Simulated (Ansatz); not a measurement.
System: NiSb.

Input file:

```
crystal:
  lattice:
    - [3.2725163405, 0.0, 0.0]
    - [0.0, 3.2725163405, 0.0]
    - [0.0, 0.0, 3.2725163405]
  atoms:
    - { symbol: Ni, position: [0.0, 0.0, 0.0] }
    - { symbol: Sb, position: [0.5, 0.5, 0.5] }
basis:
  ecutwfc: 420
kpoints:
  mp_grid: { grid: [16, 16, 16] }
hamiltonian:
  xc: pbe
scf:
  occupations: { method: gaussian, width: 0.1 }
output:
  forces: true
  stress: true
  eigenvalues: true
  write_density: true
  write_potential: true
  elf: true
  volumetric_format: npy
relax:
  adjacent_minimum: "off"
  f_tol: 0.01
  max_steps: 80
  cell: { stress_tol: 0.05 }
```

Run with:

```sh
ansatz run input.yaml --threads 1 --pin off --max-ram 2560MiB --backend cpu --events-out ev --progress --plain --runs-dir out
```

Below, planes, directions and counts refer to the conventional cell (a = 3.26 Å, b = 3.26 Å, c = 3.26 Å, α = 90.00°, β = 90.00°, γ = 90.00°).

The fields are those of the relaxed geometry.

Space group Pm-3m; started from the caesium chloride_221 prototype, which need not be the ambient phase; computed without spin polarisation.

Theory: DFT PBE, scalar-relativistic, plane waves, PAW (Ansatz 0.2.0).

What will maps of the valence pseudo-density and electron localisation function show?

Answer. Ni–Sb (2.83 Å): the density is about 0.26 e/Å³ at the midpoint; the ELF is about 0.40 at the midpoint.

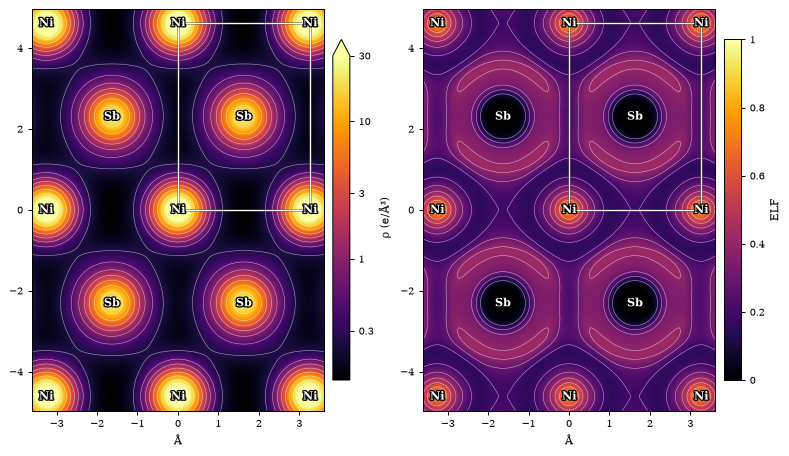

Computed valence pseudo-density and electron localisation function on the (11̄0) plane of the conventional cell, in this order. 

The density is the valence pseudo-density of a PAW calculation; it isn't the true density close to the nuclei.
